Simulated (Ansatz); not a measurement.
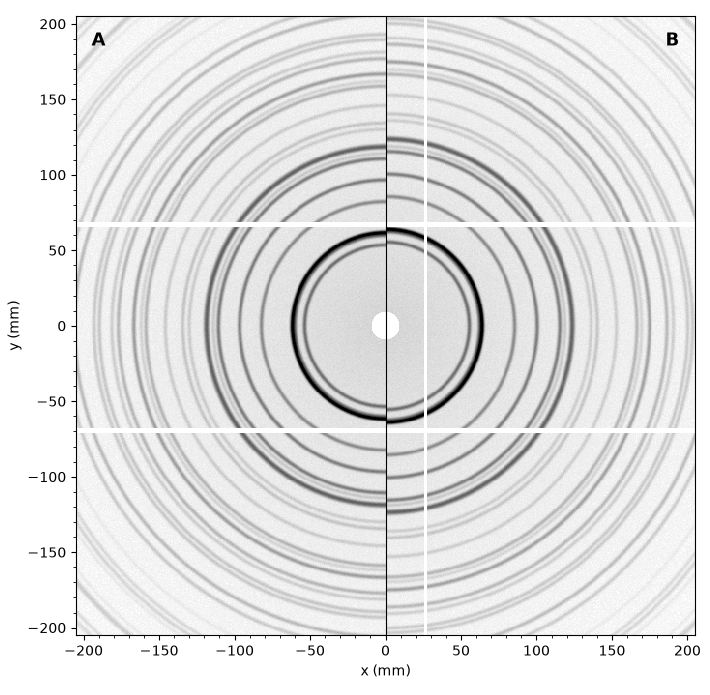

Simulated X-ray powder rings on a flat area detector normal to the beam: λ = 0.7107 Å, sample-to-detector distance 230 mm, axes in mm from the beam centre, for a fine-grained powder without texture. Kinematic intensities with B = 1.0 Å² for all atoms, without absorption; brightness goes as intensity to the power 0.5, clipped at the top, with counting noise. Reflections closer than the ring width show as one ring. The left and right halves show two different samples, each scaled to its strongest ring.

Both are Hg in P6_3/mmc, with cells of different size. Origins: A, the geometry relaxed with DFT PBE, scalar-relativistic, plane waves, PAW (Ansatz); the starting structure was generated, so it need not be a known form of this composition; B, the geometry relaxed at fixed volume with DFT r2SCAN, scalar-relativistic, plane waves, PAW in Ansatz; the starting structure was generated, so it need not be a known form of this composition.

Q: Which half has the larger cell, and by how much?

A: Half A: the volume of B is 10.1 % smaller than that of A, and a larger cell draws the rings inwards on average.
A: a = 3.597 Å, b = 3.597 Å, c = 5.588 Å, α = 90.00°, β = 90.00°, γ = 120.00°; 100 at 53.5 mm (d = 3.11 Å), 002 + 101 at 61.3 mm (d = 2.79 + 2.72 Å), 102 at 82.2 mm (d = 2.08 Å), 110 at 96.7 mm (d = 1.798 Å).
B: a = 3.474 Å, b = 3.474 Å, c = 5.384 Å, α = 90.00°, β = 90.00°, γ = 120.00°; 100 at 55.5 mm (d = 3.01 Å), 002 + 101 at 63.7 mm (d = 2.69 + 2.63 Å), 102 at 85.6 mm (d = 2.01 Å), 110 at 100.5 mm (d = 1.737 Å).
